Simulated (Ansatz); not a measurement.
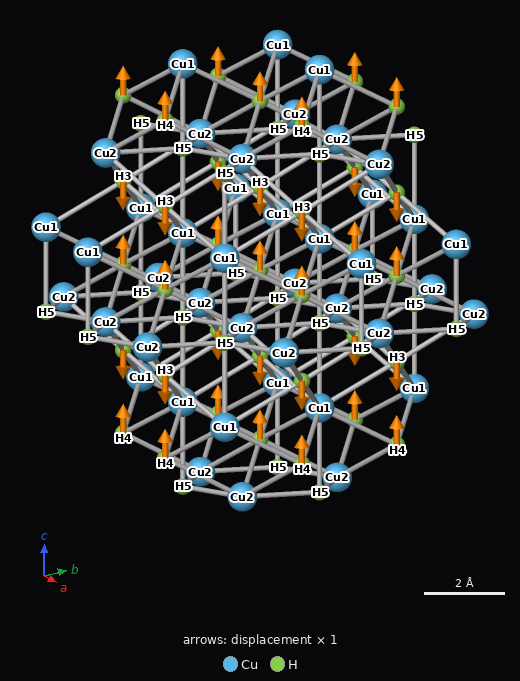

A relaxation of crystalline Cu₂H₃ (a generated structure, set up in P-6m2) (coarse preliminary run). The starting structure is drawn; orange arrows show the displacements (the part carried along by the change of the cell is left out), at their true length.

A ball-and-stick model of the atoms within 5.8 Å of the atom that moves most (axes of the cell of the calculation), seen slightly off an axis.

Theory: DFT PBE, scalar-relativistic, plane waves, PAW (Ansatz).

Input file:
```yaml
crystal:
  lattice:
    - [3.50938776, 0.0, 0.0]
    - [-1.75469388, 3.03921895, 0.0]
    - [0.0, 0.0, 4.309401]
  atoms:
    - { symbol: Cu, position: [0.66666667, 0.33333333, 0.5] }
    - { symbol: Cu, position: [0.33333333, 0.66666667, 0.0] }
    - { symbol: H, position: [0.0, 0.0, 0.74540001] }
    - { symbol: H, position: [0.0, 0.0, 0.25459999] }
    - { symbol: H, position: [0.66666667, 0.33333333, 0.0] }
basis:
  ecutwfc: 420
kpoints:
  mp_grid: { grid: [6, 6, 4] }
hamiltonian:
  xc: pbe
scf:
  occupations: { method: gaussian, width: 0.1 }
  lower_state_search: "off"
output:
  forces: true
  stress: true
  eigenvalues: true
relax:
  adjacent_minimum: "off"
  f_tol: 0.04
  max_steps: 70
  cell: { stress_tol: 0.4 }
```

Launched with:
```bash
ansatz run input.yaml --threads 1 --pin off --max-ram 2560MiB --backend cpu --events-out ev --progress --plain --runs-dir out
```

### What did the optimiser do to the structure, and how much energy did it gain?

The largest moves relative to the cell, 0.75 Å, are those of H3 and H4. H4 goes along +c. Cu stays in place. The drawn cell changes as follows: a = b 3.509 → 2.677 Å (−23.7 %), c 4.309 → 7.144 Å (+65.8 %); the volume changes by −3.5 %. Near-neighbour distances that change, for instance: Cu1–H5 2.155 → 3.572 Å, Cu2–H3 2.304 → 3.002 Å, Cu2–H5 2.026 → 1.546 Å, Cu1–H3 2.286 → 1.840 Å. The space group stays P-6m2 (No. 187). After 22 accepted moves (26 points after the start) the energy has fallen by 424 meV per atom. Largest force component: 0.16 eV/Å at the start, 0.0023 eV/Å at the end. The pressure goes from −18.54 to 0.07 GPa. At 4 points the geometry stayed and the basis and grid were re-selected for the new cell (energy shift of 30.3 meV per atom at most each time). Cost: 61 s on 1 thread of Arm Neoverse V2 (shared host), peak memory 0.32 GiB.
